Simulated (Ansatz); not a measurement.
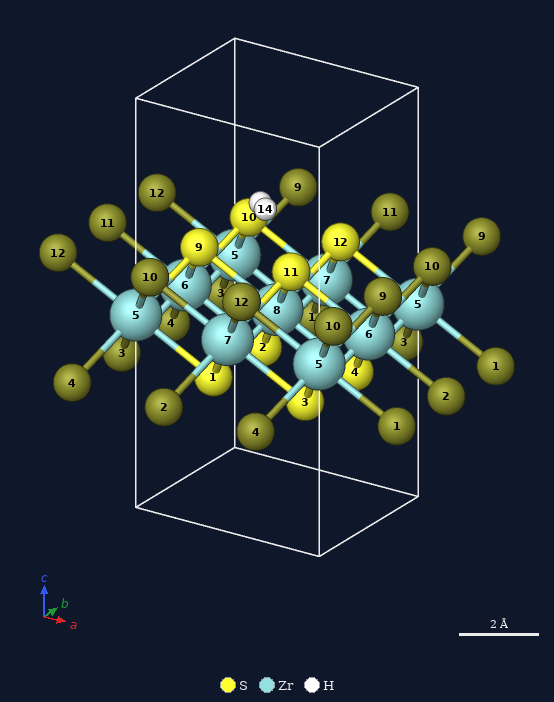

Figure 1. The input geometry (ball-and-stick view of the cell of the calculation, with the vacuum cut short, seen slightly off an axis; neighbours outside the cell are drawn fainter; atoms are numbered from 1 in the order of the input). An atom can appear more than once, as a periodic image.

Single-point calculation of Zr$_{2}$HS$_{4}$ (part 1 of 2)

The run: single-point calculation of Zr$_{2}$HS$_{4}$ (slab, 14 atoms in the cell). Method and program: DFT PBE+D3(BJ), scalar-relativistic, plane waves, PAW, PAW set soft_1, no spin polarisation (Ansatz 0.2.0).

The structure derives from an entry of the Crystallography Open Database. Figures and captions count atoms from 1; the log counts them from 0 in places.

The input
```yaml
crystal:
  lattice:
    - [7.2976778227, 0.0, 0.0]
    - [-3.6488389114, 6.3199743831, 0.0]
    - [0.0, 0.0, 20.9171506047]
  atoms:
    - { symbol: S, position: [0.3333333333, 0.1666666667, 0.1912306354] }
    - { symbol: S, position: [0.3333333333, 0.6666666667, 0.1912306354] }
    - { symbol: S, position: [0.8333333333, 0.1666666667, 0.1912306354] }
    - { symbol: S, position: [0.8333333333, 0.6666666667, 0.1912306354] }
    - { symbol: Zr, position: [0.0, 0.0, 0.2609617058] }
    - { symbol: Zr, position: [0.0, 0.5, 0.2609617058] }
    - { symbol: Zr, position: [0.5, 0.0, 0.2609617058] }
    - { symbol: Zr, position: [0.5, 0.5, 0.2609617058] }
    - { symbol: S, position: [0.1666666667, 0.3333333333, 0.3306927762] }
    - { symbol: S, position: [0.1666666667, 0.8333333333, 0.3306927762] }
    - { symbol: S, position: [0.6666666667, 0.3333333333, 0.3306927762] }
    - { symbol: S, position: [0.6666666667, 0.8333333333, 0.3306927762] }
    - { symbol: H, position: [0.3036654916, 0.6963345084, 0.3675046736] }
    - { symbol: H, position: [0.3630011751, 0.6369988249, 0.3675046736] }
basis:
  ecutwfc: 420
kpoints:
  mp_grid: { grid: [6, 6, 1] }
hamiltonian:
  xc: pbe
  pseudopotentials: { kind: paw, azcp: { folder: soft_1 } }
  dispersion: d3bj
scf:
  occupations: { method: gaussian, width: 0.05 }
output:
  forces: true
  eigenvalues: true
  write_density: true
  write_potential: true
  elf: true
  volumetric_format: npy
efield:
  axis: 3
  dipole_correction: true
  ramp_width: 0.04
```

Launch command:
```bash
ansatz run input.yaml --threads 2 --pin off --max-ram 6144MiB --backend cpu --events-out ev --progress --plain --runs-dir out
```

Log
```
Engine: ansatz 0.2.0, aarch64-unknown-linux-gnu
Pseudopotentials: kind: paw
Pseudopotential: S, paw, valence charge 6, recommended cutoff 420 eV (normal), [file]
Pseudopotential: Zr, paw, valence charge 12, recommended cutoff 420 eV (normal), [file]
Pseudopotential: H, paw, valence charge 1, recommended cutoff 420 eV (normal), [file]
Functional definition: PBE
  parameter kappa = 0.804
  parameter beta = 0.06672455060314922
  exchange = pbe_x(kappa = kappa, mu = beta*pi^2/3)
  correlation = pbe_c(beta = beta)
Crystal: 14 atoms, lattice volume = 964.723 Å³
Basis set: ecut = 420 eV, 18825 PW (Γ), exchange–correlation on 100×100×288 points (8 copies of the dense FFT grid, shifted against one another)
Bands: 63, of which v1, the nominal top of the filled ones, is band 49 counted from 1 (48 counted from 0)
Symmetry: 2 space group operations
Space group: Cm (ITA 8), of the structure as read, at distance tolerance 9.9e-5 Å
k-points: 13 of 36 (time reversal used)
Non-local potential: S, projectors of the file, l = 0: 2, l = 1: 2, l = 2: 1
Non-local potential: Zr, projectors of the file, l = 0: 3, l = 1: 2, l = 2: 2, l = 3: 1
Non-local potential: H, projectors of the file, l = 0: 2, l = 1: 1
PAW form: soft (Blöchl's): semilocal exchange-correlation on the pseudo side does not see the compensation charge
PAW one-centre angular grid: S, 110 points (default); XC on 64 Gauss nodes
PAW one-centre angular grid: Zr, 590 points (default); XC on 64 Gauss nodes
PAW one-centre angular grid: H, 110 points (default); XC on 64 Gauss nodes
Initial density: superposition of atomic densities (neutral atoms: chi_scale 0, normalization atom)
Initial wavefunctions: pseudopotential atomic-orbital guess
Functional: x = pbe(κ = 0.804, μ = 0.2195149727645171), c = pbe(β = 0.06672455060314922)
SCF iter   1: F=—  HF=-24007.860629 eV  |F-HF|=—  |Δ(HF+E_count)|=         —  Δρ=3.07e-2  dr2=1.28e1  ethr=3.10e-3  p=-0.000 e·Å  D=-2.60e-7 V/Å  ΔV_dip=0.00 eV  dr2_dipole=2.69e-3  V_vac-E_F(+/−)=7.24/7.24 eV  ⟨swp⟩=9.5  Hψ=4416  notcnv=0  defer=4
efield: sawtooth ramp at fractional position 0.7594 (placed from the atoms, in the widest stretch of the axis that holds none; the zero of the levels goes with the place), width 0.0400; the density the first Hamiltonian is built on has a dipole p = -0.000 e·Å; the dipole correction subtracts the counter field D = -2.60e-7 V/Å, which shifts the + side's vacuum level by +0.00 eV against the − side's; the planar-averaged density in the ramp window peaks in size at 6.5e-7 e/Å³
preconditioner: auto → Resta (q_TF=auto, 1.864 Å⁻¹)  ε∞=2.4  [insulator: Δε(μ)=1.994 eV  Ē_g=8.353 eV  σ=0.050 eV  W_gap=1.00  n_scr=108 (ndim 8)  ℏωp=9.7 eV  f_vac=0.668  D(μ)=0.00/eV (n_scr^D=0)  ε∞_Penn≈2.4  vacuum switching on, ρ_ref=5.1e-3 e/Å³]
SCF iter   2: F=—  HF=-24004.289569 eV  |F-HF|=—  |Δ(HF+E_count)|=    3.57e0  Δρ=1.21e-2  dr2=2.01e0  ethr=3.10e-3  p=-0.034 e·Å  D=-6.39e-3 V/Å  ΔV_dip=0.13 eV  dr2_dipole=5.74e-3  V_vac-E_F(+/−)=6.74/6.61 eV  ⟨swp⟩=3.5  Hψ=1666  notcnv=0  defer=117
SCF iter   3: F=—  HF=-24004.003375 eV  |F-HF|=—  |Δ(HF+E_count)|=   2.86e-1  Δρ=6.30e-3  dr2=5.16e-1  ethr=2.06e-3  p=0.026 e·Å  D=4.88e-3 V/Å  ΔV_dip=-0.10 eV  dr2_dipole=6.43e-3  V_vac-E_F(+/−)=6.01/6.11 eV  ⟨swp⟩=3.0  Hψ=1406  notcnv=0  defer=116
SCF iter   4: F=—  HF=-24003.943833 eV  |F-HF|=—  |Δ(HF+E_count)|=   5.95e-2  Δρ=2.32e-3  dr2=8.87e-2  ethr=5.27e-4  p=-0.024 e·Å  D=-4.42e-3 V/Å  ΔV_dip=0.09 eV  dr2_dipole=1.36e-2  V_vac-E_F(+/−)=5.96/5.87 eV  ⟨swp⟩=3.0  Hψ=1246  notcnv=0  defer=116
SCF iter   5: F=—  HF=-24003.955627 eV  |F-HF|=—  |Δ(HF+E_count)|=   1.18e-2  Δρ=1.50e-3  dr2=1.27e-1  ethr=9.05e-5  p=0.071 e·Å  D=1.34e-2 V/Å  ΔV_dip=-0.28 eV  dr2_dipole=2.68e-2  V_vac-E_F(+/−)=5.72/6.00 eV  ⟨swp⟩=3.3  Hψ=1489  notcnv=0  defer=116
SCF iter   6: F=—  HF=-24003.940559 eV  |F-HF|=—  |Δ(HF+E_count)|=   1.51e-2  Δρ=3.50e-4  dr2=1.87e-3  ethr=9.05e-5  p=0.026 e·Å  D=4.82e-3 V/Å  ΔV_dip=-0.10 eV  dr2_dipole=1.33e-4  V_vac-E_F(+/−)=5.75/5.85 eV  ⟨swp⟩=2.1  Hψ=988  notcnv=0  defer=116
SCF iter   7: F=—  HF=-24003.940865 eV  |F-HF|=—  |Δ(HF+E_count)|=   3.05e-4  Δρ=1.25e-4  dr2=2.76e-4  ethr=1.91e-6  p=0.023 e·Å  D=4.34e-3 V/Å  ΔV_dip=-0.09 eV  dr2_dipole=4.75e-6  V_vac-E_F(+/−)=5.72/5.82 eV  ⟨swp⟩=2.5  Hψ=1350  notcnv=0  defer=116
SCF iter   8: F=—  HF=-24003.940835 eV  |F-HF|=—  |Δ(HF+E_count)|=   2.99e-5  Δρ=4.96e-5  dr2=4.68e-5  ethr=2.81e-7  p=0.024 e·Å  D=4.46e-3 V/Å  ΔV_dip=-0.09 eV  dr2_dipole=1.30e-6  V_vac-E_F(+/−)=5.72/5.82 eV  ⟨swp⟩=2.0  Hψ=1028  notcnv=0  defer=116
SCF iter   9: F=—  HF=-24003.940686 eV  |F-HF|=—  |Δ(HF+E_count)|=   1.48e-4  Δρ=1.41e-5  dr2=3.13e-6  ethr=4.77e-8  p=0.024 e·Å  D=4.57e-3 V/Å  ΔV_dip=-0.10 eV  dr2_dipole=2.45e-8  V_vac-E_F(+/−)=5.72/5.82 eV  ⟨swp⟩=2.3  Hψ=1197  notcnv=0  defer=116
SCF iter  10: F=—  HF=-24003.940686 eV  |F-HF|=—  |Δ(HF+E_count)|=   1.02e-8  Δρ=5.17e-6  dr2=3.55e-7  ethr=3.20e-9  p=0.024 e·Å  D=4.57e-3 V/Å  ΔV_dip=-0.10 eV  dr2_dipole=1.74e-9  V_vac-E_F(+/−)=5.72/5.81 eV  ⟨swp⟩=2.4  Hψ=1075  notcnv=0  defer=116
SCF iter  11: F=-24003.940686 eV  HF=-24003.940686 eV  |F-HF|=1.36e-9  |Δ(HF+E_count)|=   1.44e-8  Δρ=1.92e-6  dr2=4.16e-8  ethr=1.02e-10  p=0.024 e·Å  D=4.57e-3 V/Å  ΔV_dip=-0.10 eV  dr2_dipole=5.43e-10  V_vac-E_F(+/−)=5.72/5.81 eV  ⟨swp⟩=24.3  Hψ=8343  notcnv=0
SCF 1 converged in 11 iterations: F = -24003.940686 eV  dr2 = 4.16e-8
  greatest PAW one-centre occupation: 0.997 electrons in one spin orbital (limit 2), on the Zr atom at site 4 (counted from 0), in its partial waves of l = 0
```

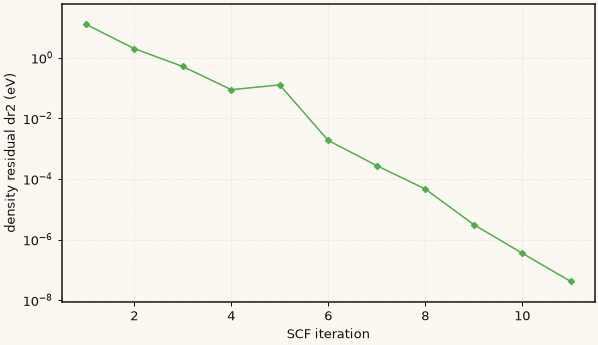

Figure 2. Convergence of the self-consistent field: density residual dr2 against the SCF iteration. The residual falls almost steadily, with no more than small rises.

```
WARN: The output density's exchange-correlation potential varies sharply where the density is thin. Do not read a vacuum level from v_tot or v_xc, or from such a field of the output density. On a cell that repeats whose density bears no net charge and no dipole along the vacuum's axis use v_es (v_loc + v_h of the components); under efield.dipole_correction with no amplitude use v_es + v_field, which holds any external_charges[].barrier, or the levels of the report's work_function block, which leave it out; under a non-zero efield.amplitude the vacuum is tilted and has no level; on a cell that repeats and bears such a dipole with no correction it is tilted too, and efield.dipole_correction with no amplitude gives each side of its ramp a level where efield: is served; in a cell that repeats whose density bears a net charge (total_charge, or a fill off its count) it is curved and has none; of a slab under crystal.periodic whose density bears no net charge use v_es, which has a level on each side, short of where the two are joined; of another it falls or rises all the way out and has none; of a slab beside external_charges read slab_vacuum_level instead, which it has where they leave it neutral. The grid or the basis barely resolves most such structure, and the values can differ between equally converged runs; as a rule a tighter scf.convergence.dr2_threshold does not remove it. Where the density itself ripples (under the LDA too) a higher basis.ecutwfc lessens it. The files hold the spikes' plane waves up to the density's cutoff. Files: v_tot_of_output_density and the like, and their columns of v_z.tsv (output.write_potential); v_xc_of_output_density and the like, and their columns of v_comp_z.tsv (output.write_potential_components). Measured: with its Gaussian average of σ = 0.25 Å subtracted twice, the exchange-correlation potential is over 0.1 eV at 14 of the grid points where the equally averaged density (valence and model cores) is under 1e-3 e/Å³, and 0.129 eV at the most among them, at an averaged density of 8.9e-8 e/Å³. The input density's (outcome.potential() and, of a run that writes arrays, v_tot and v_xc) is over 0.1 eV, so measured, at 32 points of its own thin density, 0.219 eV at the most. See output.write_potential in the manual, Limitations
SCF converged after 11 iterations
Free energy (F): -24003.940686 eV
Harris-Foulkes:  -24003.940686 eV  (|F-HF|=1.36e-9)
Internal energy: -24003.940686 eV  (E = F + TS)
E sigma→0 (E₀):  -24003.940686 eV
Fermi energy:    -1.964470 eV
Dipole field:    D = 0.004555 V/Å  (p = 0.024286 e·Å, saw-weighted, corrected)
Work function:   Φ+ = 5.7192 eV   Φ− = 5.8145 eV
Levels:          The Fermi level and band energies are counted from a zero that moves with the ramp; work functions are not
--- Per-component energies (eV) ---
  E_band       = -1587.413681
  E_kinetic    = 2140.338550
  E_local      = -46037.056120  (includes V_loc(G=0)·N_el)
  E_nonlocal   = 568.489291
  E_hartree    = 21807.819448
  E_xc         = -1352.488273
  E_vxc        = -1421.288406  (∫ρ·V_xc dr)
  E_paw        = -16723.099902  (= ΣΔE_a)
  E_vpaw       = -453.678093  (= ΣTr[D̂ρ^β])
  E_aug_tail   = -0.002173  (compensation charges beyond the density's cutoff)
  E_efield     = 0.000055  (sawtooth field / dipole correction)
  E_vefield    = 0.151677  (∫n·V_field dr)
  E_ewald      = 15595.176904
  E_disp       = -3.118465  (pairwise vdW)
  E_smearing   = -0.000000  (= −TS)
  E_closure    = 0.000000  (closes the sum)
  Σ components = -24003.940686   (vs F -24003.940686, Δ=0.00e0)
```
